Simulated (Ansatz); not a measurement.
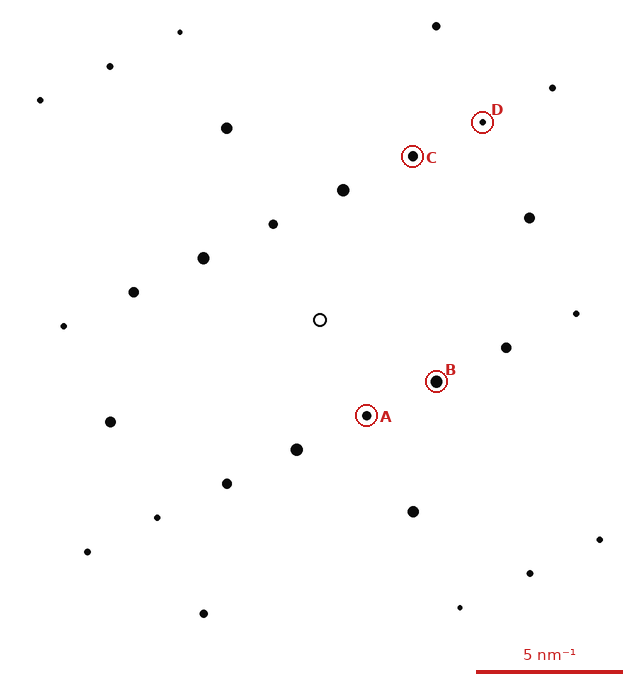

Kinematic zone-axis pattern, calculated for 120 keV electrons with B = 0.8 Å². The zone axis points towards the electron source and the pattern is seen from the source side.

Crystal: Ru, space group P6/mmm (No. 191), a = 4.33 Å, c = 2.73 Å (hexagonal axes). Structure: the input geometry of an electronic-structure calculation (not necessarily at equilibrium); the starting structure was generated, so it need not be a known form of this composition.

Spot A is indexed 0 0 -1 and spot B 0 1 -1.

Index the other marked spots.

C = −3A + 2B = 0 2 1 (d = 1.547 Å). D = −4A + 3B = 0 3 1 (d = 1.137 Å).

Which zone axis is this?

The cross product of A and B is parallel to [100]; every spot obeys hu + kv + lw = 0.
